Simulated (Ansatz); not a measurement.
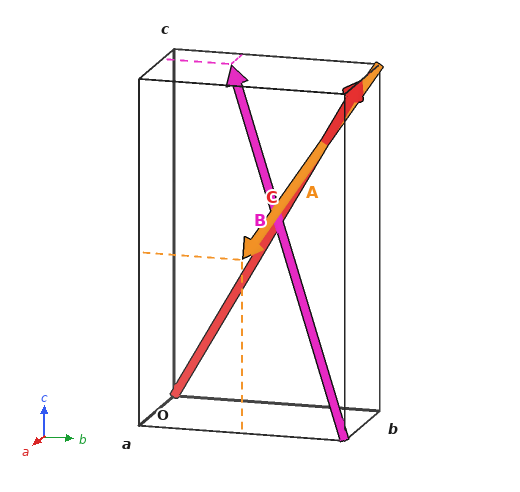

Crystal: C, the end point of a relaxation with DFT r2SCAN, scalar-relativistic, plane waves, PAW (Ansatz 0.2.0); the starting structure was generated, so it need not be a known form of this composition. Each arrow starts at a corner of the unit cell and ends on its surface; where a tip isn't a corner, dashed lines run from it parallel to the axes. The drawing is computed from the coordinates (standard cell, symmetry found to 0.002 Å).

a = 2.456 Å, b = 4.253 Å, c = 7.105 Å, α = 90.00°, β = 90.00°, γ = 90.00°.

Give [uvw] of each arrow.

Answer. Arrow A runs from (0, 1, 1) to (1, 1/2, 1/2), so [2 −1 −1]; Arrow B runs from (1, 1, 0) to (1/3, 1/3, 1), so [−2 −2 3]; Arrow C runs from (0, 0, 0) to (1/2, 1, 1), so [1 2 2].

How long is the vector ua + vb + wc in each case, and what angles do the directions make?

Answer. A 9.628 Å; B 23.470 Å; C 16.742 Å. A–B: 128.1°. A–C: 140.9°. B–C: 56.2°.
